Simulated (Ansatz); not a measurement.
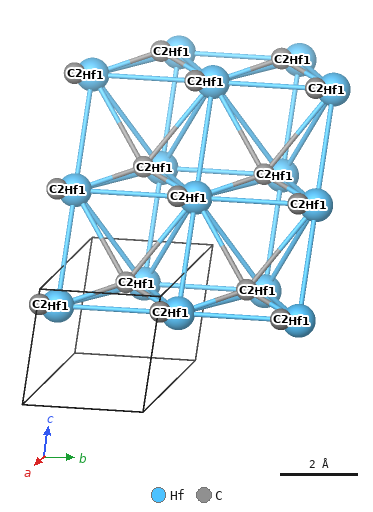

Starting structure of a crystal of HfC (set up in P1). The picture is a ball-and-stick view of the conventional cell (2 times the calculation's cell), repeated 1 × 2 × 3 with one cell outlined, seen slightly off an axis. Lengths and directions refer to the drawn axes.

Case: all C atoms moved 0.8 Å in one direction; relaxed back.

Level of theory: DFT LDA, scalar-relativistic, plane waves, PAW in Ansatz 0.2.0.

Input
```yaml
crystal:
  lattice:
    - [0.0, 2.2863544598, 2.2863544598]
    - [2.2863544598, 0.0, 2.2863544598]
    - [2.2863544598, 2.2863544598, 0.0]
  atoms:
    - { symbol: Hf, position: [0.6501871316, 0.4312437484, 0.4571915022] }
    - { symbol: C, position: [-0.1501871316, 0.0687562516, 0.0428084978] }
basis:
  ecutwfc: 420
kpoints:
  mp_grid: { grid: [12, 12, 12] }
hamiltonian:
  xc: lda
scf:
  occupations: { method: gaussian, width: 0.15 }
output:
  forces: true
  stress: true
  eigenvalues: true
relax:
  adjacent_minimum: "off"
  f_tol: 0.01
  max_steps: 80
  cell: { stress_tol: 0.1 }
```

Run as
```bash
ansatz run input.yaml --threads 1 --pin off --max-ram 2560MiB --backend cpu --events-out ev --progress --plain --runs-dir out
```

Question: What does the optimiser find from here?

Answer: The energy falls by 1310 meV per atom in 5 accepted moves (6 points after the start). The largest force component goes from 4.7 to 0.0001 eV/Å. Pressure: 51.35 GPa at the start and −0.04 GPa at the end. At 1 point the geometry stayed and the basis and grid were re-selected for the new cell (energy shift of less than 0.05 meV per atom at most each time). The largest moves, 0.40 Å, are those of Hf1 and C2. C2 goes roughly along [1 0 3]. By element the largest moves are C 0.40 Å, Hf 0.40 Å. The lattice vectors keep their values. Some distances before and after: Hf1–C2 2.864 → 2.287 Å, Hf1–C2 (another image) 2.751 → 2.287 Å, Hf1–C2 (another image) 1.880 → 2.287 Å, Hf1–C2 (another image) 1.903 → 2.287 Å. New bonds form: Hf1–C2 (2.75 → 2.29 Å). Bond angles that change, for instance: Hf1–C2–Hf1 147.8° → 180.0°, Hf1–C2–Hf1 117.4° → 90.0°, Hf1–C2–Hf1 69.0° → 90.0°. The space group (tolerance 0.01 Å) goes from P1 (No. 1) to Fm-3m (No. 225). Cost: 3.2 min on 1 thread of Intel(R) Xeon(R) 6975P-C (Granite Rapids) (shared host), peak memory 0.77 GiB.

Step by step:

```
step  E − E(0), meV/atom  largest force component, eV/Å  pressure, GPa  volume, Å³/atom                      note
   0                0.00                         4.6633          51.35           11.952                          
   1             -931.47                         2.2329           9.60           12.165                          
   2            -1258.83                         0.9054          10.64           11.583                          
   3            -1309.41                         0.0087           1.50           11.889                          
   4            -1309.76                         0.0017           0.04           11.955                          
   5            -1309.75                         0.0001           0.00           11.956                          
   6            -1309.76                         0.0001          -0.04           11.956  same geometry, new basis
```

The end point in the same view:

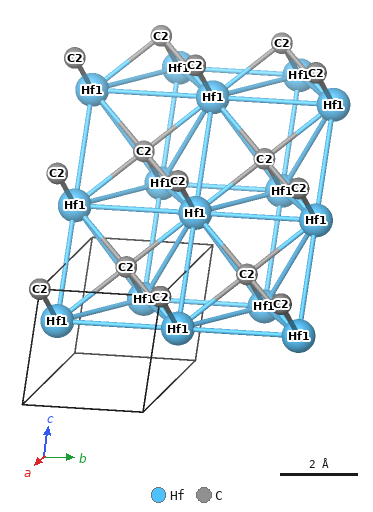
